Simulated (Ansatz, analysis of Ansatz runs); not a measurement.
# Charge-transition level of Cu on a Zn site in ZnO (PBE+U)

Aim: the charge-transition level of the Cu on a Zn site in ZnO, to be set beside the measurement. Set-up: PBE+U, 72-site cell, PBE lattice, 420 eV, k: the single point 1/4 1/4 1/4 then 2x2x2 shifted 0.5 0.5 0.5, U 5 eV on Cu d. The model is a cell of 72 host atoms with 1 Zn taken out and 1 Cu put in. The level is the Fermi energy at which two charge states have equal formation energy, after a correction for the images of the charge. A Hubbard U on the impurity's d shell is the cheap way to lessen its self-interaction.

Measured beforehand: (0/-1) level above the valence-band top: 3.2 eV (“Acceptors in ZnO”, 2015, McCluskey et al.).

Calculated with Ansatz 0.2.0; plane-wave PAW DFT, PBE+U; relaxation of all atoms of a defect supercell.

### Step 1. The structure

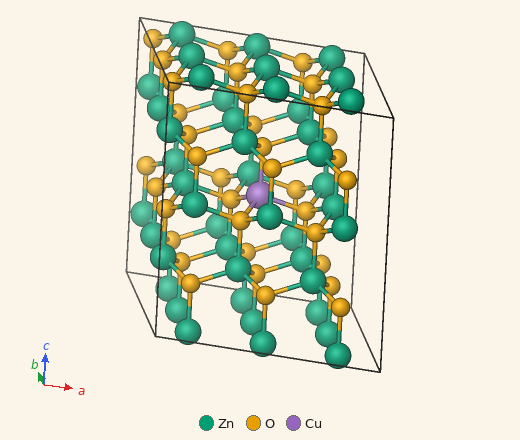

The cell as given, from a free direction (zinc teal, oxygen orange, copper purple). Some periodic images of atoms are drawn too.

The cell holds 72 atoms: 35 Zn, 36 O and 1 Cu. Cell: a = 9.839 Å, b = 9.839 Å, c = 10.587 Å, α = 90.0°, β = 90.0°, γ = 120.0°. It derives from ZnO (space group P6_3mc). Nearest the centre at fractional (0.556, 0.444, 0.500): Cu38 at 0.00 Å, O60 at 2.00 Å, O28 at 2.00 Å, O36 at 2.00 Å, O39 at 2.01 Å, Zn61 at 3.25 Å, Zn29 at 3.25 Å, Zn57 at 3.25 Å.

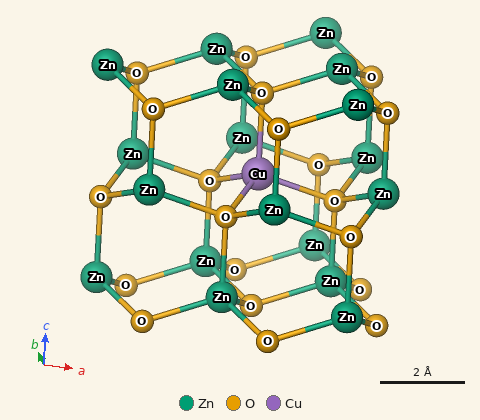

The atoms within 5 Å of the centre.

The host's primitive cell comes from a first run (plane-wave PAW DFT, PBE; relaxation of the host's cell and atoms): vectors of 3.280, 3.280 and 5.293 Å. That is 12.33 Å³ an atom, 3.6 % over the diffraction cell's volume. The supercell is built on it.

### Step 2. Relaxation, charge 0

Every later number rests on the structure around the defect, so the atoms are relaxed at the host's lattice first.

Input file relax0/input.yaml:

```yaml
relax:
  f_tol: 0.02
  max_steps: 80
  random_displacement: { amplitude: 0.05, seed: 300 }
crystal:
  lattice:
    - [9.83855992, 0.0, 0.0]
    - [-4.91927996, 8.52044283, 0.0]
    - [0.0, 0.0, 10.58650209]
  atoms:
    - { symbol: Zn, position: [0.111111111, 0.222222222, 0.249983552] }
    - { symbol: Zn, position: [0.222222222, 0.111111111, -1.6448e-05] }
    - { symbol: O, position: [0.222222222, 0.111111111, 0.189521448] }
    - { symbol: O, position: [0.111111111, 0.222222222, 0.439521448] }
    - { symbol: Zn, position: [0.111111111, 0.222222222, 0.749983552] }
    - { symbol: Zn, position: [0.222222222, 0.111111111, 0.499983552] }
    - { symbol: O, position: [0.222222222, 0.111111111, 0.689521448] }
    - { symbol: O, position: [0.111111111, 0.222222222, 0.939521448] }
    - { symbol: Zn, position: [0.111111111, 0.555555556, 0.249983552] }
    - { symbol: Zn, position: [0.222222222, 0.444444444, -1.6448e-05] }
    - { symbol: O, position: [0.222222222, 0.444444444, 0.189521448] }
    - { symbol: O, position: [0.111111111, 0.555555556, 0.439521448] }
    - { symbol: Zn, position: [0.111111111, 0.555555556, 0.749983552] }
    - { symbol: Zn, position: [0.222222222, 0.444444444, 0.499983552] }
    - { symbol: O, position: [0.222222222, 0.444444444, 0.689521448] }
    - { symbol: O, position: [0.111111111, 0.555555556, 0.939521448] }
    - { symbol: Zn, position: [0.111111111, 0.888888889, 0.249983552] }
    - { symbol: Zn, position: [0.222222222, 0.777777778, -1.6448e-05] }
    - { symbol: O, position: [0.222222222, 0.777777778, 0.189521448] }
    - { symbol: O, position: [0.111111111, 0.888888889, 0.439521448] }
    - { symbol: Zn, position: [0.111111111, 0.888888889, 0.749983552] }
    - { symbol: Zn, position: [0.222222222, 0.777777778, 0.499983552] }
    - { symbol: O, position: [0.222222222, 0.777777778, 0.689521448] }
    - { symbol: O, position: [0.111111111, 0.888888889, 0.939521448] }
    - { symbol: Zn, position: [0.444444444, 0.222222222, 0.249983552] }
    - { symbol: Zn, position: [0.555555556, 0.111111111, -1.6448e-05] }
    - { symbol: O, position: [0.555555556, 0.111111111, 0.189521448] }
    - { symbol: O, position: [0.444444444, 0.222222222, 0.439521448] }
    - { symbol: Zn, position: [0.444444444, 0.222222222, 0.749983552] }
    - { symbol: Zn, position: [0.555555556, 0.111111111, 0.499983552] }
    - { symbol: O, position: [0.555555556, 0.111111111, 0.689521448] }
    - { symbol: O, position: [0.444444444, 0.222222222, 0.939521448] }
    - { symbol: Zn, position: [0.444444444, 0.555555556, 0.249983552] }
    - { symbol: Zn, position: [0.555555556, 0.444444444, -1.6448e-05] }
    - { symbol: O, position: [0.555555556, 0.444444444, 0.189521448] }
    - { symbol: O, position: [0.444444444, 0.555555556, 0.439521448] }
    - { symbol: Zn, position: [0.444444444, 0.555555556, 0.749983552] }
    - { symbol: Cu, position: [0.555555556, 0.444444444, 0.499983552], spin: 1.0 }
    - { symbol: O, position: [0.555555556, 0.444444444, 0.689521448] }
    - { symbol: O, position: [0.444444444, 0.555555556, 0.939521448] }
    - { symbol: Zn, position: [0.444444444, 0.888888889, 0.249983552] }
    - { symbol: Zn, position: [0.555555556, 0.777777778, -1.6448e-05] }
    - { symbol: O, position: [0.555555556, 0.777777778, 0.189521448] }
    - { symbol: O, position: [0.444444444, 0.888888889, 0.439521448] }
    - { symbol: Zn, position: [0.444444444, 0.888888889, 0.749983552] }
    - { symbol: Zn, position: [0.555555556, 0.777777778, 0.499983552] }
    - { symbol: O, position: [0.555555556, 0.777777778, 0.689521448] }
    - { symbol: O, position: [0.444444444, 0.888888889, 0.939521448] }
    - { symbol: Zn, position: [0.777777778, 0.222222222, 0.249983552] }
    - { symbol: Zn, position: [0.888888889, 0.111111111, -1.6448e-05] }
    - { symbol: O, position: [0.888888889, 0.111111111, 0.189521448] }
    - { symbol: O, position: [0.777777778, 0.222222222, 0.439521448] }
    - { symbol: Zn, position: [0.777777778, 0.222222222, 0.749983552] }
    - { symbol: Zn, position: [0.888888889, 0.111111111, 0.499983552] }
    - { symbol: O, position: [0.888888889, 0.111111111, 0.689521448] }
    - { symbol: O, position: [0.777777778, 0.222222222, 0.939521448] }
    - { symbol: Zn, position: [0.777777778, 0.555555556, 0.249983552] }
    - { symbol: Zn, position: [0.888888889, 0.444444444, -1.6448e-05] }
    - { symbol: O, position: [0.888888889, 0.444444444, 0.189521448] }
    - { symbol: O, position: [0.777777778, 0.555555556, 0.439521448] }
    - { symbol: Zn, position: [0.777777778, 0.555555556, 0.749983552] }
    - { symbol: Zn, position: [0.888888889, 0.444444444, 0.499983552] }
    - { symbol: O, position: [0.888888889, 0.444444444, 0.689521448] }
    - { symbol: O, position: [0.777777778, 0.555555556, 0.939521448] }
    - { symbol: Zn, position: [0.777777778, 0.888888889, 0.249983552] }
    - { symbol: Zn, position: [0.888888889, 0.777777778, -1.6448e-05] }
    - { symbol: O, position: [0.888888889, 0.777777778, 0.189521448] }
    - { symbol: O, position: [0.777777778, 0.888888889, 0.439521448] }
    - { symbol: Zn, position: [0.777777778, 0.888888889, 0.749983552] }
    - { symbol: Zn, position: [0.888888889, 0.777777778, 0.499983552] }
    - { symbol: O, position: [0.888888889, 0.777777778, 0.689521448] }
    - { symbol: O, position: [0.777777778, 0.888888889, 0.939521448] }
  host:
    repeats: [3, 3, 2]
    atoms:
      - { symbol: Zn, position: [0.333333333, 0.666666667, 0.499967103] }
      - { symbol: Zn, position: [0.666666667, 0.333333333, -3.2897e-05] }
      - { symbol: O, position: [0.666666667, 0.333333333, 0.379042897] }
      - { symbol: O, position: [0.333333333, 0.666666667, 0.879042897] }
basis:
  ecutwfc: 420
  xc_grid: 2
hamiltonian:
  xc: pbe
  hubbard: { sites: [{ species: Cu, l: d, u_eff: 5.0 }] }
kpoints:
  mp_grid: { grid: [1, 1, 1], shift: [0.25, 0.25, 0.25] }
magnetization:
  spin_polarized: true
  initial_magnetization: 1
  spin_locking: { lock_magnetization: hard }
scf:
  occupations: { method: fermi_dirac, width: 0.01 }
  max_iter: 120
output:
  forces: true
  charged_corrections:
    epsilon: [5.21, 5.21, 5.27]
    static_epsilon: [10.56, 10.56, 11.59]
    defect_position: [0.555556, 0.444444, 0.499984]
checkpoint:
  write: "../relax0.run"
  compress: false
  write_wavefunctions: true
  write_every: 100000
```

Launch:

```
ansatz run input.yaml --threads 4 --pin off --max-ram 14131MiB --backend cpu --events-out ev --progress --plain --runs-dir out
```

Numbers of over 12 decimals in the logs are rounded to 6 here.

Log:

```text
[... repeated set-up lines and file paths are left out, and long positions are rounded to six places ...]
Zn: projections on atomic orbitals take those of the free atom [Ar] 3d10 4s2, of charge +0.00 (hamiltonian.pseudopotentials.projection_atoms); the dataset's partial waves leave at most 6.8e-7 of an orbital's norm unspanned inside its sphere
O: projections on atomic orbitals take those of the free atom [He] 2s2 2p4, of charge +0.00 (hamiltonian.pseudopotentials.projection_atoms); the dataset's partial waves leave at most 1.9e-8 of an orbital's norm unspanned inside its sphere
Cu: projections on atomic orbitals take those of the free atom [Ne] 3s2 3p6 3d10 4s1, of charge +0.00 (hamiltonian.pseudopotentials.projection_atoms); the dataset's partial waves leave at most 2.0e-6 of an orbital's norm unspanned inside its sphere
Engine: ansatz 0.2.0, aarch64-unknown-linux-gnu
Pseudopotentials: kind: paw
Pseudopotential: Zn, paw, valence charge 12, recommended cutoff 420 eV (normal), Zn.paw.azcp
Pseudopotential: O, paw, valence charge 6, recommended cutoff 420 eV (normal), O.paw.azcp
Pseudopotential: Cu, paw, valence charge 19, recommended cutoff 420 eV (normal), Cu.paw.azcp
Functional definition: PBE
  parameter kappa = 0.804
  parameter beta = 0.066725
  exchange = pbe_x(kappa = kappa, mu = beta*pi^2/3)
  correlation = pbe_c(beta = beta)
Crystal: 72 atoms, lattice volume = 887.455 Å³
Basis set: ecut = 420 eV, 17351 PW (Γ), exchange–correlation on 144×144×144 points (8 copies of the dense FFT grid, shifted against one another)
Bands: 400, of which v1, the nominal top of the filled ones, is band 328 counted from 1 (327 counted from 0)
Symmetry: 1 space group operations
k-points: 1
Non-local potential: Zn, projectors of the file, l = 0: 2, l = 1: 2, l = 2: 3, l = 3: 1
Non-local potential: O, projectors of the file, l = 0: 2, l = 1: 2, l = 2: 1
Non-local potential: Cu, projectors of the file, l = 0: 3, l = 1: 2, l = 2: 3, l = 3: 1
PAW form: soft (Blöchl's): semilocal exchange-correlation on the pseudo side does not see the compensation charge
PAW one-centre angular grid: Zn, 590 points (default); XC on 64 Gauss nodes
PAW one-centre angular grid: O, 110 points (default); XC on 64 Gauss nodes
PAW one-centre angular grid: Cu, 590 points (default); XC on 64 Gauss nodes
Initial density: superposition of atomic densities (chi_scale 0.1, normalization cell, long waves kept (reshape's long-wave potential 0.06 eV rms))
Starting moments: Σ|m| = 1 μB on 1 of 72 sites
Initial wavefunctions: pseudopotential atomic-orbital guess
Functional: x = pbe(κ = 0.804, μ = 0.219515), c = pbe(β = 0.066725)
SCF iter   1: F=—  HF=-143244.675688 eV  |F-HF|=—  |Δ(HF+E_count)|=         —  Δρ=5.27e-2 (↑4.96e-2 ↓5.27e-2)  dr2=4.73e1  dr2_m=1.15e0  M=1.000 μB ∫|m|=1.009 μB  β_m=0.30  ethr=3.10e-3  ⟨swp⟩=6.0  Hψ=2871  notcnv=0
preconditioner: auto → Resta (q_TF=auto, 2.594 Å⁻¹)  ε∞=6.5  [insulator: Δε(μ)=0.047 eV  Ē_g=13.564 eV  σ=0.010 eV  W_gap=0.83  n_scr=242 (ndim 8)  ℏωp=31.7 eV  f_vac=0.002  D(μ)=15.93/eV (n_scr^D=84)  ε∞_Penn≈6.5]
spin=Collinear: Resta preconditioning applied to the charge; magnetization (m = ρ↑ − ρ↓) channel mixes plain (no charge-response kernel on spin).
SCF iter   2: F=—  HF=-143233.200151 eV  |F-HF|=—  |Δ(HF+E_count)|=    1.15e1  Δρ=2.72e-2 (↑2.72e-2 ↓2.69e-2)  dr2=1.49e1  dr2_m=2.03e-1  M=1.000 μB ∫|m|=1.040 μB  β_m=0.42  ethr=3.10e-3  ⟨swp⟩=2.0  Hψ=1508  notcnv=0  defer=132
SCF iter   3: F=—  HF=-143229.538139 eV  |F-HF|=—  |Δ(HF+E_count)|=    3.66e0  Δρ=1.25e-2 (↑1.03e-2 ↓1.25e-2)  dr2=3.12e0  dr2_m=9.34e-2  M=1.000 μB ∫|m|=1.050 μB  β_m=0.49  ethr=2.28e-3  ⟨swp⟩=2.0  Hψ=1587  notcnv=0  defer=132
SCF iter   4: F=—  HF=-143229.031094 eV  |F-HF|=—  |Δ(HF+E_count)|=   5.07e-1  Δρ=1.30e-2 (↑5.27e-3 ↓1.30e-2)  dr2=2.15e0  dr2_m=1.62e-1  M=1.000 μB ∫|m|=1.099 μB  β_m=0.42  ethr=4.76e-4  ⟨swp⟩=2.5  Hψ=1463  notcnv=0  defer=132
SCF iter   5: F=—  HF=-143228.837804 eV  |F-HF|=—  |Δ(HF+E_count)|=   1.93e-1  Δρ=5.41e-3 (↑2.50e-3 ↓5.41e-3)  dr2=3.67e-1  dr2_m=4.88e-2  M=1.000 μB ∫|m|=1.089 μB  β_m=0.71  ethr=3.28e-4  ⟨swp⟩=2.5  Hψ=1463  notcnv=0  defer=132
SCF iter   6: F=—  HF=-143228.998692 eV  |F-HF|=—  |Δ(HF+E_count)|=   1.61e-1  Δρ=1.81e-3 (↑1.56e-3 ↓1.81e-3)  dr2=7.77e-2  dr2_m=1.07e-3  M=1.000 μB ∫|m|=1.077 μB  β_m=0.61  ethr=5.60e-5  ⟨swp⟩=3.0  Hψ=1425  notcnv=0  defer=132
SCF iter   7: F=—  HF=-143228.989105 eV  |F-HF|=—  |Δ(HF+E_count)|=   9.59e-3  Δρ=1.44e-3 (↑3.93e-4 ↓1.44e-3)  dr2=1.41e-2  dr2_m=3.82e-3  M=1.000 μB ∫|m|=1.073 μB  β_m=0.69  ethr=1.19e-5  ⟨swp⟩=2.5  Hψ=1462  notcnv=0  defer=132
SCF iter   8: F=—  HF=-143228.995672 eV  |F-HF|=—  |Δ(HF+E_count)|=   6.57e-3  Δρ=1.13e-3 (↑2.84e-4 ↓1.13e-3)  dr2=1.11e-2  dr2_m=1.83e-3  M=1.000 μB ∫|m|=1.072 μB  β_m=0.85  ethr=2.15e-6  ⟨swp⟩=2.0  Hψ=1314  notcnv=0  defer=132
SCF iter   9: F=—  HF=-143228.998782 eV  |F-HF|=—  |Δ(HF+E_count)|=   3.11e-3  Δρ=4.52e-4 (↑2.12e-4 ↓4.52e-4)  dr2=2.95e-3  dr2_m=2.06e-4  M=1.000 μB ∫|m|=1.074 μB  β_m=0.78  ethr=1.69e-6  ⟨swp⟩=2.5  Hψ=1337  notcnv=0  defer=132
[...]
relax step   3: F+E_penalty+E_count = -143229.84961354 eV  Δ(F+E_penalty+E_count) = -3.231e-1 eV  max|allowed force component| = 3.214e-1 eV/Å  Δτ_max = 0.0893 Å  (15 SCF iters, dr2 threshold 1.75e-5 eV, accepted)
relax step   4: F+E_penalty+E_count = -143229.87433303 eV  Δ(F+E_penalty+E_count) = -2.472e-2 eV  max|allowed force component| = 8.648e-2 eV/Å  Δτ_max = 0.0454 Å  (8 SCF iters, dr2 threshold 3.82e-5 eV, accepted)
relax step   5: F+E_penalty+E_count = -143229.87099688 eV  Δ(F+E_penalty+E_count) = +3.336e-3 eV  max|allowed force component| = 1.604e-1 eV/Å  Δτ_max = 0.0533 Å  (19 SCF iters, dr2 threshold 5.41e-7 eV, rejected (line search))
relax step   6: F+E_penalty+E_count = -143229.87894171 eV  Δ(F+E_penalty+E_count) = -4.609e-3 eV  max|allowed force component| = 5.442e-2 eV/Å  Δτ_max = 0.0266 Å  (18 SCF iters, accepted)
relax step   7: F+E_penalty+E_count = -143229.86158731 eV  Δ(F+E_penalty+E_count) = +1.735e-2 eV  max|allowed force component| = 2.859e-1 eV/Å  Δτ_max = 0.0841 Å  (23 SCF iters, rejected (line search))
relax step   8: F+E_penalty+E_count = -143229.88128048 eV  Δ(F+E_penalty+E_count) = -2.339e-3 eV  max|allowed force component| = 3.604e-2 eV/Å  Δτ_max = 0.0208 Å  (21 SCF iters, accepted)
relax step   9: F+E_penalty+E_count = -143229.88184591 eV  Δ(F+E_penalty+E_count) = -5.654e-4 eV  max|allowed force component| = 2.135e-2 eV/Å  Δτ_max = 0.0187 Å  (15 SCF iters, dr2 threshold 5.14e-7 eV, accepted)
relax step  10: F+E_penalty+E_count = -143229.88192078 eV  Δ(F+E_penalty+E_count) = -7.486e-5 eV  max|allowed force component| = 3.142e-2 eV/Å  Δτ_max = 0.0181 Å  (15 SCF iters, accepted)
[...]
relax step  11: F+E_penalty+E_count = -143229.88221197 eV  Δ(F+E_penalty+E_count) = -2.912e-4 eV  max|allowed force component| = 6.397e-3 eV/Å  Δτ_max = 0.0059 Å  (13 SCF iters, accepted)
NSCF: frozen V_eff on 1 k-points
the band table was solved once a step of the walk had ended and its energy, with any forces and stress, was formed, with the checks that follow a solve (1915 applications of the Hamiltonian). They found nothing against the state; [...]
SCF converged after 13 iterations
Stability checked in part: among states of this total moment the steps that led to this state did not find it unstable. No probe was made; neither looks for a lower state of another moment (fixed_total_moment; see scf.lower_state_search)
Magnetization: 1.0000 μB (328.0000 up, 327.0000 down)
Absolute magnetization: 1.0602 μB (∫|ρ↑−ρ↓|, with the PAW one-centre terms)
Spin contamination: 0.0012 ħ² per cell (⟨S²⟩ above its minimum at these occupations)
Per-site moments (μB) at R_I (Å): [(7.740986979722082e-5, 0.824158), (0.000127082, 0.823495), (0.000675011, 0.823462), [... 69 left out ...]
Free energy (F): -143229.882212 eV
Harris-Foulkes:  -143229.882212 eV  (|F-HF|=2.13e-8)
Internal energy: -143229.882212 eV  (E = F + TS)
E sigma→0 (E₀):  -143229.882212 eV
Fermi energy:    7.025166 (↑ 7.721487, ↓ 7.023089) eV
--- Per-component energies (eV) ---
  E_band       = 353.671684
  E_kinetic    = 11142.000729
  E_local      = -76736.472139  (includes V_loc(G=0)·N_el)
  E_nonlocal   = 23803.219656
  E_hartree    = 31654.256734
  E_xc         = -7498.669412
  E_vxc        = -5263.250616  (∫ρ·V_xc dr)
  E_hubbard    = 0.668221  (on-site DFT+U / exact-exchange correction)
  E_vhub       = -22.019796  (the Hubbard potential's part of the band-sum identity)
  E_paw        = -71478.336252  (= ΣΔE_a)
  E_vpaw       = -15878.386075  (= ΣTr[D̂ρ^β])
  E_aug_tail   = 0.075470  (compensation charges beyond the density's cutoff)
  E_ewald      = -54116.625219
  E_smearing   = -0.000000  (= −TS)
  E_closure    = -0.000000  (closes the sum)
  Σ components = -143229.882212   (vs F -143229.882212, Δ=0.00e0)
--- Forces (eV/Å), atoms counted from 1 ---
  atom   1  Zn    -0.00027895     0.00011974    -0.00067369
  atom   2  Zn     0.00092417     0.00050784    -0.00021091
  [... 22 atoms left out ...]
  atom  25  Zn     0.00042777     0.00165484    -0.00639680
  [... 2 atoms left out ...]
  atom  28  O     -0.00115615    -0.00082840    -0.00090913
  atom  29  Zn    -0.00097121    -0.00110820    -0.00072668
  [... 6 atoms left out ...]
  atom  36  O     -0.00152646    -0.00072655     0.00058801
  atom  37  Zn    -0.00017772     0.00034046    -0.00312177
  atom  38  Cu     0.00435949     0.00457974     0.00088332
  atom  39  O     -0.00173863     0.00302595    -0.00127019
  [... 17 atoms left out ...]
  atom  57  Zn     0.00168005     0.00027217    -0.00015486
  [... 2 atoms left out ...]
  atom  60  O     -0.00274471    -0.00014617     0.00203116
  atom  61  Zn    -0.00061983     0.00071458    -0.00374376
  [... 11 atoms left out ...]
  max |Σ_I F_I| component: 3.12e-5 eV/Å
--- Band table (eV) ---
  k-point 0 ↑: bands = ["-105.3230", "-63.3970", "-62.8339", "-61.7972", [... 392 left out ...] "16.7423", "16.7621", "16.7858", "16.8234"]
  k-point 0 ↓: bands = ["-104.4985", "-62.1798", "-61.9717", "-61.4822", [... 392 left out ...] "16.7468", "16.7635", "16.7884", "16.8279"]
Occupation matrices written to <dir>
--- The result so far, ahead of a search for a lower minimum behind the relaxation; the run's own can be another ---
--- Relaxed structure (11 steps of the walk, 9 accepted, 0 SCFs on fresh bases) ---
  F+E_penalty+E_count = -143229.88221197 eV   max|allowed force component| = 6.397e-3 eV/Å
  atoms:
    - { symbol: Zn, position: [0.110192, 0.223554, 0.249473] }
    - { symbol: Zn, position: [0.222496, 0.111522, -0.000225] }
    [... 22 atoms left out ...]
    - { symbol: Zn, position: [0.442613, 0.223408, 0.251210] }
    [... 2 atoms left out ...]
    - { symbol: O, position: [0.437154, 0.218796, 0.441604] }
    - { symbol: Zn, position: [0.444430, 0.221066, 0.749606] }
    [... 6 atoms left out ...]
    - { symbol: O, position: [0.446299, 0.554777, 0.434947] }
    - { symbol: Zn, position: [0.447982, 0.553133, 0.746467] }
    - { symbol: Cu, position: [0.560953, 0.440215, 0.495589] }
    - { symbol: O, position: [0.559932, 0.441216, 0.688206] }
    [... 17 atoms left out ...]
    - { symbol: Zn, position: [0.777262, 0.558185, 0.251168] }
    [... 2 atoms left out ...]
    - { symbol: O, position: [0.781950, 0.563751, 0.441729] }
    - { symbol: Zn, position: [0.780021, 0.556666, 0.749736] }
    [... 83 atoms left out ...]
```

The job ended after 18 min (4 threads of Arm Neoverse V2, shared host; peak memory 4 GiB).

Relaxation path:

```
step  energy less that of the first step (eV)  largest force component (eV/Å)
   1                                   0.0000                          0.8392
   2                                  -0.5273                          0.5285
   3                                  -0.8504                          0.3214
   4                                  -0.8752                          0.0865
   5                                  -0.8718                          0.1604
   6                                  -0.8798                          0.0544
   7                                  -0.8624                          0.2859
   8                                  -0.8821                          0.0360
   9                                  -0.8827                          0.0213
  10                                  -0.8827                          0.0314
  11                                  -0.8830                          0.0064
```

Relaxation steps 5, 7 were tried and not accepted.

The atoms that moved most (Å, from the sites as typed, ahead of the random displacement, the mean shift of all atoms taken out):

```
atom      dx      dy      dz  length
Cu38   0.074  -0.041  -0.043   0.095
 O28  -0.055  -0.035   0.025   0.070
 O60   0.001   0.064   0.027   0.070
 O39   0.059  -0.033  -0.011   0.068
Zn37   0.047  -0.026  -0.034   0.063
Zn70  -0.011   0.047   0.020   0.052
 O36   0.022  -0.012  -0.045   0.051
 Zn6  -0.045  -0.014   0.020   0.051
```

Neighbours of Cu38 at the end:

```
atom  distance (Å)
 O60         1.972
 O28         1.975
 O39         2.039
 O36         2.056
Zn57         3.178
Zn25         3.180
Zn62         3.202
Zn30         3.203
 O35         3.247
```

This step gave:

```yaml
free_energy: -143229.8822 eV
total_moment: 1 μB
integral_of_the_absolute_spin_density: 1.060 μB
spin_contamination: 0.001154
```

The relaxation ends 12 meV an atom lower than the displaced start, with a largest force component of 0.0064 eV/Å.

[end of part 1 of 2]

[Logs are printed without paths, hosts, clocks, repeated set-up lines and the standing remarks that a program may print on its own settings, such as how far it seeks lower states.]

[Hosts, paths, dates, database ids (printed as entryN), source tags and the programs' standing remarks are cut or masked in the printed files.]

[For some hosts the program warned that the k-mesh of the response run may be too coarse for force constants and the static dielectric constant; such warnings are not shown here.]
